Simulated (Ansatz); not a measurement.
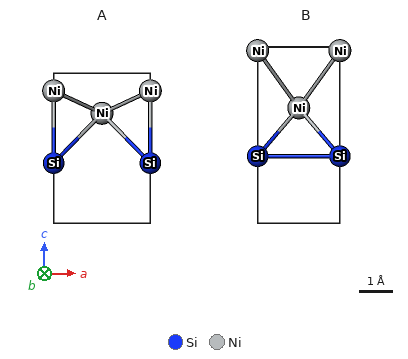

Two geometries of crystalline SiNi₂ (a generated structure, set up in P4mm) (coarse preliminary run), drawn at one scale. One is the start of a relaxation, the other its converged end. Style: ball-and-stick. Shown: the cell of the calculation, along the b axis.

These are results of Ansatz, DFT PBE, scalar-relativistic, plane waves, PAW, not measurements. (plane-wave cutoff 420 eV; k-point mesh 6 × 6 × 4; occupations gaussian; smearing width 0.1 eV; collinear spin; cell and atoms relaxed; force threshold 0.04 eV/Å; at most 70 steps)

> Which one is relaxed?

Structure B is the relaxed one. A Ni atom moves most relative to the cell: 0.54 Å along +c. Largest moves by element: Ni 0.54 Å, Si 0.11 Å. The drawn cell changes as follows: a = b 3.016 → 2.565 Å (−15.0 %), c 4.683 → 5.497 Å (+17.4 %); the volume changes by −15.1 %. Some distances before and after: Ni–Si 2.255 → 3.294 Å, Si–Si 3.016 → 2.565 Å, Ni–Ni 2.245 → 2.546 Å, Ni–Si 2.639 → 2.358 Å. Bonds break, among them: Ni–Si (2.26 → 3.29 Å). Among the angles between lasting bonds that change: Ni–Ni–Ni 143.6° → 90.9°, Si–Ni–Ni 108.2° → 134.6°, Ni–Ni–Ni 84.4° → 60.5°. The space group stays P4mm (No. 99). After 10 accepted moves (12 points after the start) the energy has fallen by 1.621 eV per cell of the calculation. The largest force component goes from 2.5 to 0.012 eV/Å. The pressure goes from 2.43 to 0.18 GPa. The SCF was repeated twice at an unchanged geometry on a basis and grid sized afresh for the cell, which shifted the energy by 15.2 meV per cell of the calculation at most. The program noted that the starting moments weren't kept. The run took 51 s on 1 thread of AMD EPYC 9R45 96-Core Processor (Zen 5), with other jobs on the host, peak memory 0.41 GiB.
